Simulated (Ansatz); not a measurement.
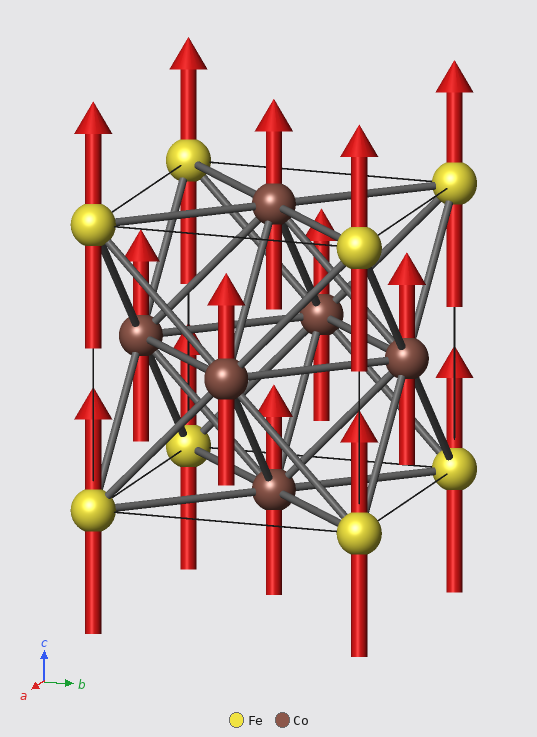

Structure drawing (ball-and-stick), viewed slightly off an axis. One simulation cell is framed, with atoms on its boundary repeated. Arrows are the site magnetic moments above 0.25 μB; longer means larger, and red and blue are up and down (without spin-orbit coupling the axis itself is arbitrary).

This is the state reached for FeCo3. The numbers come from DFT PBEsol, scalar-relativistic, plane waves, PAW (Ansatz), using a basis cut at 420 eV, Brillouin-zone sampling on a 14×14×14 mesh, Gaussian smearing of 0.15 eV, collinear spins.

Classify the order and state the moments.

Answer. Ferromagnetic (within this cell). Site moments: 1 Fe +2.2 μB and 3 Co +1.4 μB. The net spin moment of the whole cell is 6.2 μB.

Provenance: a structure listed in the Materials Project. The cell was then strained or its atoms displaced on purpose. It was the input of a calculation with Ansatz.

At this level of theory the cell isn't at rest (compressed, at 20 GPa), so its distances can differ from those at equilibrium, the more so the softer the solid, and its magnetic state may change on relaxation.
